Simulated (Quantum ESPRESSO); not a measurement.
**Energy of Sr along an even scaling of the cell**

System: Sr (Fm-3m, 1 atom in the cell).
Method: Kohn-Sham DFT of a periodic cell, rev-vdW-DF2, PseudoDojo 0.4.1 SR PBE standard, no spin polarisation (Quantum ESPRESSO 7.5).

The 7 runs differ only in the geometry, by an even scaling of the cell at fixed fractional positions. The structure derives from an entry of the Crystallography Open Database.

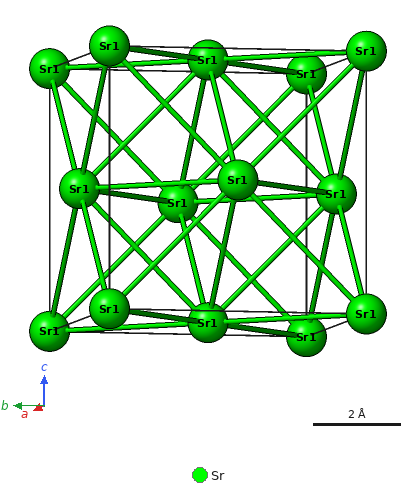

Figure 1. The structure of run 4 (ball-and-stick view of the cell 4 times as large as that of the calculation, set on its symmetry axes, seen at an oblique angle; atoms are numbered from 1 in the order of the input).

## Input of run 4
```
&CONTROL
  calculation = 'scf'
  prefix = 'pwscf'
  outdir = './tmp'
  pseudo_dir = './pseudo'
  tprnfor = .true.
  tstress = .true.
  disk_io = 'nowf'
/
&SYSTEM
  ibrav = 0
  nat = 1
  ntyp = 1
  ecutwfc = 68
  nbnd = 10
  input_dft = 'vdw-df2-b86r'
  occupations = 'smearing'
  smearing = 'fd'
  degauss = 0.00367493
/
&ELECTRONS
  conv_thr = 2d-10
  electron_maxstep = 120
  mixing_beta = 0.5
/
ATOMIC_SPECIES
Sr    87.6200 Sr.upf
CELL_PARAMETERS angstrom
   0.0000000000    3.0423500000    3.0423500000
   3.0423500000    0.0000000000    3.0423500000
   3.0423500000    3.0423500000    0.0000000000
ATOMIC_POSITIONS crystal
Sr     0.0000000000    0.0000000000    0.0000000000
K_POINTS automatic
8 8 8 0 0 0
```

Command:
```bash
OMP_NUM_THREADS=1 pw.x -in pw.in > pw.out
```

Run 6 differs from it as follows:
```diff
-   0.0000000000    3.0423500000    3.0423500000
-   3.0423500000    0.0000000000    3.0423500000
-   3.0423500000    3.0423500000    0.0000000000
+   0.0000000000    3.0823855122    3.0823855122
+   3.0823855122    0.0000000000    3.0823855122
+   3.0823855122    3.0823855122    0.0000000000
```

## Results, with one run withheld

```csv
run,volume per atom (Å³),"free energy per atom, from the lowest run given (meV)",pressure (GPa)
1,52.940,0.00,−0.15
2,54.067,1.84,−0.38
3,55.193,5.20,−0.58
4,56.319,9.94,−0.77
5,57.446,15.94,−0.94
6,58.572,?,?
7,59.698,31.29,−1.24
```

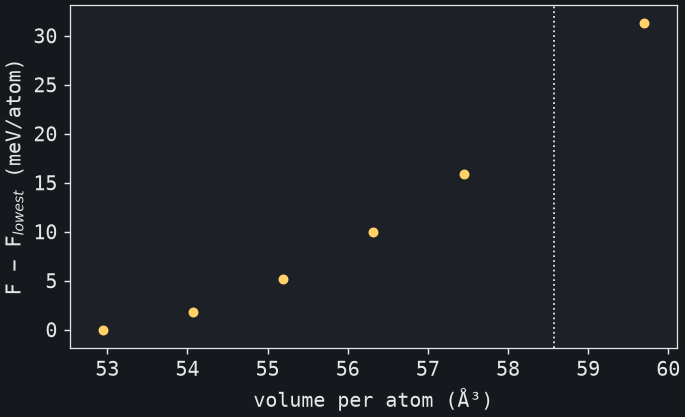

Figure 2. Free energy per atom of the runs given; the dotted line marks run 6.

What should run 6 give?

A cubic polynomial in V^(−2/3) (the Birch–Murnaghan form), fitted to the 6 runs given, misses them by under 0.01 meV per atom. With x = V^(−2/3) − 0.06842 Å⁻², it reads F = 7.9165 − 5312.7 x + 8.6981e+05 x² − 4.1426e+06 x³ (meV per atom). At run 6 it gives 23.09 meV per atom, and the run itself gives 23.09. The slope of the fit gives a pressure −dF/dV of −1.09 GPa there, and the run prints −1.10 GPa. The fit has no minimum inside this range.

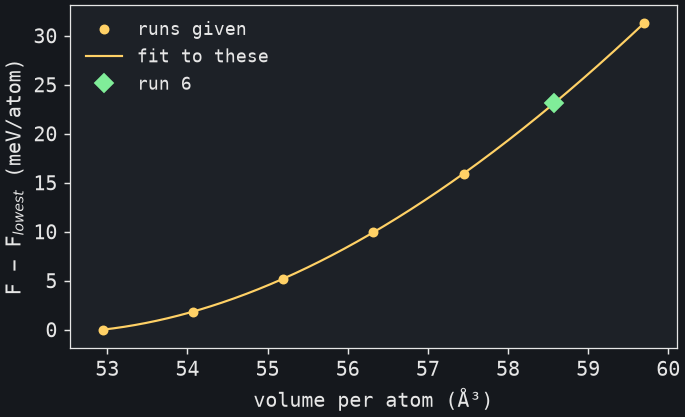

Figure 3. The fit and the withheld run.

## Some lines of the output (run 6)
```
[...]
     unit-cell volume          =     395.2642 (a.u.)^3
     number of k points=    29  Fermi-Dirac smearing, width (Ry)=  0.0037
     total energy              =     -68.50403957 Ry
     total energy              =     -68.50425754 Ry
     total energy              =     -68.50429145 Ry
     total energy              =     -68.50429441 Ry
     total energy              =     -68.50429454 Ry
     total energy              =     -68.50429455 Ry
     the Fermi energy is     4.6360 ev
!    total energy              =     -68.50429455 Ry
     The total energy is F=E-TS. E is the sum of the following terms:
     Computing stress (Cartesian axis) and pressure
          total   stress  (Ry/bohr**3)                   (kbar)     P=      -10.98
```

Notes: The record of the run, not the program, notes: potentials made for another functional. Points of doubt noted for this run: potentials made for another functional.
